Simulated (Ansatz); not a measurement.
**Run report: Au, geometry relaxation (part 2 of 3)**

Au (slab, 24 atoms in the cell); DFT PBE, scalar-relativistic, plane waves, PAW, no spin polarisation (Ansatz 0.2.0); cutoff 420 eV, 2×12×1 k-mesh, Gaussian smearing of 0.1 eV. The structure derives from an entry of the Crystallography Open Database. The input holds or restrains some coordinates. Forces given for the steps count only the free coordinates. It belongs to a series of runs on one base structure; here: flat (0 0 1) slab.

Geometry of the input (Å; fractional positions):
```
17.6414  0.0000  0.0000
0.0000  2.9402  0.0000
0.0000  0.0000  20.3162
Au 0.0000  0.0000  0.0738
Au 0.0833  0.5000  0.1762
Au 0.1667  1.0000  0.0738
Au 0.2500  0.5000  0.1762
Au 0.3333  1.0000  0.0738
Au 0.4167  0.5000  0.1762
Au 0.5000  1.0000  0.0738
Au 0.5833  0.5000  0.1762
Au 0.6667  1.0000  0.0738
Au 0.7500  0.5000  0.1762
Au 0.8333  1.0000  0.0738
Au 0.9167  0.5000  0.1762
Au 0.0000  0.0000  0.2785
Au 0.0833  0.5000  0.3808
Au 0.1667  1.0000  0.2785
Au 0.2500  0.5000  0.3808
Au 0.3333  1.0000  0.2785
Au 0.4167  0.5000  0.3808
Au 0.5000  1.0000  0.2785
Au 0.5833  0.5000  0.3808
Au 0.6667  1.0000  0.2785
Au 0.7500  0.5000  0.3808
Au 0.8333  1.0000  0.2785
Au 0.9167  0.5000  0.3808
```

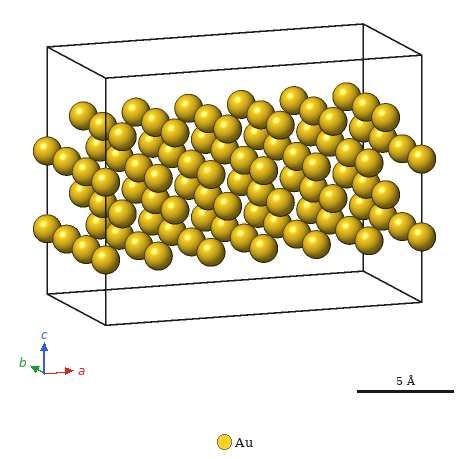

Fig. 1: The geometry at step 3 of the log (spheres-only view of the 1 × 3 repeat of the cell, with the vacuum cut short, seen slightly off an axis).

## Output, continued
```
--- Forces (eV/Å), atoms counted from 1 ---
  atom   1  Au     0.00000000     0.00000000     0.10852771
  atom   2  Au     0.00000000    -0.00000000    -0.10625854
  atom   3  Au     0.00000000     0.00000000     0.10852771
  atom   4  Au    -0.00000000    -0.00000000    -0.10625854
  atom   5  Au    -0.00000000     0.00000000     0.10852771
  atom   6  Au     0.00000000    -0.00000000    -0.10625854
  atom   7  Au    -0.00000000     0.00000000     0.10852771
  atom   8  Au    -0.00000000    -0.00000000    -0.10625854
  atom   9  Au    -0.00000000     0.00000000     0.10852771
  atom  10  Au     0.00000000    -0.00000000    -0.10625854
  atom  11  Au    -0.00000000     0.00000000     0.10852771
  atom  12  Au    -0.00000000    -0.00000000    -0.10625854
  atom  13  Au     0.00000000    -0.00000000    -0.00079806
  atom  14  Au    -0.00000000    -0.00000000    -0.00147146
  atom  15  Au     0.00000000    -0.00000000    -0.00079806
  atom  16  Au    -0.00000000    -0.00000000    -0.00147146
  atom  17  Au    -0.00000000    -0.00000000    -0.00079806
  atom  18  Au    -0.00000000    -0.00000000    -0.00147146
  atom  19  Au    -0.00000000    -0.00000000    -0.00079806
  atom  20  Au    -0.00000000    -0.00000000    -0.00147146
  atom  21  Au    -0.00000000    -0.00000000    -0.00079806
  atom  22  Au     0.00000000    -0.00000000    -0.00147146
  atom  23  Au    -0.00000000    -0.00000000    -0.00079806
  atom  24  Au    -0.00000000    -0.00000000    -0.00147146
  max |Σ_I F_I| component: 2.11e-6 eV/Å
--- Band table (eV; the first three rows and the last of 14) ---
  k-point 0: bands = ["-100.4005", "-100.3996", "-100.3996", "-100.3979", "-100.3979", "-100.3970", "-100.3802", "-100.3796", "-100.3796", "-100.3783", ... 64 levels left out ..., "-51.3608", "-51.3608", "-51.3608", "-51.3483", "-51.3466", "-51.3466", "-51.3434", "-51.3434", "-51.3419", "-51.3381", "-51.3381", "-51.3365", "-51.3365", "-51.3333", "-51.3333", "-51.3318", "-51.3184", "-51.3166", "-51.3166", "-51.3134", "-51.3134", "-51.3118", "-3.8885", "-3.3248", "-3.3248", "-2.3883", "-2.1024", "-2.1024", "-1.9702",
      "-1.9702", "-1.6464", "-1.6289", "-1.6113", "-1.6113", "-1.3972", "-1.2233", "-1.1192", "-1.1192", "-1.1048", "-0.8828", "-0.8828", "-0.8541", "-0.8541", "-0.8170", "-0.8170", "-0.6935", "-0.6935", "-0.6662", "-0.6343", "-0.5953", "-0.1831", "-0.1831", "0.0692", "0.0692", "0.1033", "0.2796", "0.2796", "0.3523", "0.3621", "0.4287", "0.4287", "0.4302", "0.5354", "0.5354", "0.5984", "0.6048", "0.6629", "0.6629", "0.6709",
      "0.6709", "0.6794", "0.6913", "0.7375", "0.7375", "0.8201", "0.8201", "0.8292", "0.8292", "0.8580", "0.8580", "0.8640", "0.8640", "0.8743", "0.8743", "0.9709", "0.9709", "1.0713", "1.0713", "1.2283", "1.2501", "1.2793", "1.2793", "1.4195", "1.4484", "1.4523", "1.4523", "1.4850", "1.4850", "1.5087", "1.5432", "1.5432", "1.6681", "1.6681", "1.6944", "1.6944", "1.6944", "1.8419", "1.8419", "1.8759",
      "1.8759", "1.9801", "1.9899", "1.9899", "2.0331", "2.0446", "2.0446", "2.0932", "2.0932", "2.2297", "2.2297", "2.2780", "2.2780", "2.4034", "2.4287", "2.4471", "2.4826", "2.4826", "2.5125", "2.5125", "2.6055", "2.6112", "2.6253", "2.6253", "2.6291", "2.6291", "2.6403", "2.6403", "2.6450", "2.6450", "2.8895", "2.8949", "2.8969", "2.9045", "2.9045", "2.9170", "2.9170", "2.9884", "2.9884", "3.0021",
      "3.1103", "3.1103", "3.1415", "3.1415", "3.1701", "3.1701", "4.3573", "4.3573", "4.5128", "4.6303", "4.6398", "5.0103", "5.0373", "5.3994", "5.3994", "6.3439", "6.9903", "6.9903", "7.1916", "7.2008", "7.5998", "7.5998", "8.0211", "8.0211", "9.1880", "9.1880", "9.7301", "9.8328", "10.1142", "10.1682", "10.1682", "10.1692", "10.1938", "10.1938", "10.2439", "10.2439", "11.4611", "11.6508", "11.6508", "11.6689",
      "11.6689", "11.8138", "11.8138", "11.8365", "11.8365", "11.9420", "11.9420", "12.2511", "13.0105", "13.0349", "13.3075"]
  k-point 1: bands = ["-100.4003", "-100.3994", "-100.3994", "-100.3977", "-100.3977", "-100.3968", "-100.3801", "-100.3794", "-100.3794", "-100.3781", ... 64 levels left out ..., "-51.3666", "-51.3604", "-51.3604", "-51.3478", "-51.3461", "-51.3461", "-51.3442", "-51.3430", "-51.3430", "-51.3426", "-51.3426", "-51.3415", "-51.3394", "-51.3394", "-51.3378", "-51.3377", "-51.3179", "-51.3162", "-51.3162", "-51.3130", "-51.3130", "-51.3115", "-3.7416", "-3.1788", "-3.1788", "-2.2658", "-1.9675", "-1.9675", "-1.8292",
      "-1.8292", "-1.5276", "-1.5137", "-1.4781", "-1.4781", "-1.3032", "-1.1367", "-0.9982", "-0.9917", "-0.9917", "-0.7767", "-0.7767", "-0.7750", "-0.7750", "-0.6908", "-0.6908", "-0.5771", "-0.5630", "-0.5630", "-0.5528", "-0.5239", "-0.1820", "-0.1820", "-0.0043", "-0.0043", "0.1406", "0.1928", "0.1928", "0.2510", "0.2563", "0.4060", "0.4060", "0.4470", "0.4470", "0.4941", "0.5323", "0.5517", "0.7059", "0.7111", "0.7111",
      "0.7123", "0.7123", "0.7241", "0.7241", "0.7443", "0.7443", "0.7445", "0.7614", "0.7620", "0.8198", "0.8198", "0.8482", "0.8482", "0.8631", "0.8631", "1.0139", "1.0167", "1.0167", "1.0260", "1.0681", "1.0681", "1.2181", "1.3221", "1.3221", "1.4459", "1.4459", "1.4649", "1.4823", "1.4823", "1.5171", "1.5604", "1.5604", "1.6699", "1.6702", "1.6702", "1.6750", "1.7276", "1.7276", "1.8125", "1.8210",
      "1.8210", "1.8660", "1.8660", "1.9018", "1.9018", "1.9978", "2.1595", "2.1754", "2.1987", "2.2076", "2.2416", "2.2416", "2.3076", "2.3076", "2.3487", "2.3487", "2.3721", "2.4655", "2.4655", "2.5115", "2.5115", "2.6103", "2.6103", "2.6338", "2.6338", "2.6371", "2.6371", "2.6668", "2.7104", "2.7215", "2.7840", "2.7934", "2.7934", "2.8247", "2.8325", "2.9125", "2.9125", "2.9370", "3.0023", "3.0605",
      "3.0605", "3.0897", "3.0897", "3.1448", "3.4180", "3.4180", "4.5978", "4.5978", "4.7836", "4.7881", "4.7915", "5.3235", "5.3403", "5.5939", "5.5939", "6.7172", "7.1096", "7.1096", "7.3086", "7.3202", "7.8421", "7.8421", "8.2422", "8.2422", "9.3999", "9.3999", "9.8587", "9.9276", "10.1735", "10.2264", "10.2605", "10.2605", "10.2917", "10.2917", "10.3738", "10.3738", "11.5856", "11.7609", "11.7609", "11.7648",
      "11.7648", "11.9523", "11.9523", "11.9602", "11.9602", "12.0684", "12.0684", "12.2486", "13.0940", "13.1176", "13.4486"]
  k-point 2: bands = ["-100.3996", "-100.3988", "-100.3988", "-100.3971", "-100.3971", "-100.3963", "-100.3796", "-100.3789", "-100.3789", "-100.3776", ... 64 levels left out ..., "-51.3654", "-51.3608", "-51.3593", "-51.3593", "-51.3590", "-51.3590", "-51.3559", "-51.3559", "-51.3543", "-51.3466", "-51.3450", "-51.3450", "-51.3420", "-51.3420", "-51.3406", "-51.3365", "-51.3166", "-51.3150", "-51.3150", "-51.3120", "-51.3120", "-51.3105", "-3.3248", "-2.7688", "-2.7688", "-1.9702", "-1.6193", "-1.6193", "-1.4740",
      "-1.4740", "-1.2325", "-1.2309", "-1.1308", "-1.1308", "-1.1192", "-0.8541", "-0.8170", "-0.6899", "-0.6899", "-0.6209", "-0.6209", "-0.5739", "-0.5739", "-0.5340", "-0.5241", "-0.2946", "-0.2946", "-0.2691", "-0.2691", "-0.1931", "-0.1931", "-0.1849", "-0.1849", "-0.1831", "0.0308", "0.0308", "0.0615", "0.0712", "0.2622", "0.2622", "0.2796", "0.2799", "0.2799", "0.4690", "0.4690", "0.5023", "0.5117", "0.5117", "0.5217",
      "0.6629", "0.6709", "0.6968", "0.7022", "0.7704", "0.7704", "0.8201", "0.8218", "0.8218", "0.8640", "0.8691", "0.8691", "0.8858", "0.8858", "0.9258", "0.9258", "1.1247", "1.1306", "1.1457", "1.1457", "1.2181", "1.2181", "1.2665", "1.2665", "1.2793", "1.3398", "1.3398", "1.4461", "1.4461", "1.4523", "1.4800", "1.4800", "1.5173", "1.5173", "1.6140", "1.6140", "1.6727", "1.6955", "1.7202", "1.7202",
      "1.7422", "1.7422", "1.8419", "1.8759", "1.9899", "2.0278", "2.0278", "2.0446", "2.1123", "2.1182", "2.2297", "2.2414", "2.2414", "2.2552", "2.2552", "2.3143", "2.3143", "2.3980", "2.3980", "2.4031", "2.4031", "2.4687", "2.4687", "2.5824", "2.5824", "2.6125", "2.6166", "2.6166", "2.6228", "2.6253", "2.6450", "2.8219", "2.8219", "2.9045", "2.9580", "2.9600", "2.9768", "2.9768", "3.0692", "3.0692",
      "3.1415", "3.1701", "3.4655", "3.4655", "3.8443", "3.8443", "5.0988", "5.1002", "5.1065", "5.1065", "5.3994", "6.0344", "6.0386", "6.0715", "6.0715", "7.4061", "7.4061", "7.5998", "7.6878", "7.7035", "8.4886", "8.4886", "8.8543", "8.8543", "9.9973", "9.9973", "10.1682", "10.2439", "10.3632", "10.4090", "10.5065", "10.5065", "10.5921", "10.5921", "10.7621", "10.7621", "11.8138", "11.9420", "12.0012", "12.0012",
      "12.1060", "12.1060", "12.1767", "12.1767", "12.3289", "12.3289", "12.4310", "12.4310", "13.3075", "13.3310", "13.3522"]
  k-point 13: bands = ["-100.3968", "-100.3968", "-100.3956", "-100.3956", "-100.3943", "-100.3943", "-100.3775", "-100.3775", "-100.3762", "-100.3762", ... 64 levels left out ..., "-51.4155", "-51.4155", "-51.4057", "-51.4057", "-51.3768", "-51.3768", "-51.3668", "-51.3668", "-51.3415", "-51.3415", "-51.3394", "-51.3394", "-51.3378", "-51.3378", "-51.3372", "-51.3372", "-51.3115", "-51.3115", "-51.3091", "-51.3091", "-51.3068", "-51.3068", "-1.5276", "-1.5276", "-1.5137", "-1.5137", "-1.3050", "-1.3050", "-1.2785",
      "-1.2785", "-1.0462", "-1.0462", "-1.0423", "-1.0423", "-0.9867", "-0.9867", "-0.9728", "-0.9728", "-0.7810", "-0.7810", "-0.7595", "-0.7595", "-0.5771", "-0.5771", "-0.5528", "-0.5528", "-0.3266", "-0.3266", "-0.2831", "-0.2831", "-0.1239", "-0.1239", "-0.0753", "-0.0753", "-0.0739", "-0.0739", "-0.0646", "-0.0646", "0.2510", "0.2510", "0.2563", "0.2563", "0.2737", "0.2737", "0.3051", "0.3051", "0.5323", "0.5323", "0.5517",
      "0.5517", "0.7445", "0.7445", "0.7620", "0.7620", "0.9696", "0.9696", "0.9825", "0.9825", "1.0139", "1.0139", "1.0260", "1.0260", "1.2792", "1.2792", "1.2843", "1.2843", "1.5891", "1.5891", "1.6165", "1.6165", "1.6553", "1.6553", "1.6699", "1.6699", "1.6733", "1.6733", "1.6750", "1.6750", "2.1669", "2.1669", "2.1748", "2.1748", "2.1753", "2.1753", "2.1797", "2.1797", "2.1987", "2.1987", "2.2076",
      "2.2076", "2.6340", "2.6340", "2.6381", "2.6381", "2.7104", "2.7104", "2.7160", "2.7160", "2.7215", "2.7215", "2.7234", "2.7234", "2.7248", "2.7248", "2.7294", "2.7294", "2.8247", "2.8247", "2.8325", "2.8325", "3.0312", "3.0312", "3.0332", "3.0332", "3.0339", "3.0339", "3.0474", "3.0474", "3.4260", "3.4260", "3.4503", "3.4503", "4.7881", "4.7881", "4.7915", "4.7915", "5.3235", "5.3235", "5.3403",
      "5.3403", "5.5060", "5.5060", "5.5068", "5.5068", "6.6497", "6.6497", "6.6512", "6.6512", "6.7523", "6.7523", "6.7534", "6.7534", "7.3086", "7.3086", "7.3202", "7.3202", "8.3299", "8.3299", "8.3307", "8.3307", "8.4019", "8.4019", "8.4143", "8.4143", "10.1283", "10.1283", "10.1404", "10.1404", "10.1735", "10.1735", "10.2264", "10.2264", "10.6862", "10.6862", "10.7174", "10.7174", "10.7180", "10.7180", "10.7237",
      "10.7237", "12.4019", "12.4019", "12.4099", "12.4099", "13.0940", "13.0940", "13.1176", "13.1176", "13.4986", "13.4986"]
```
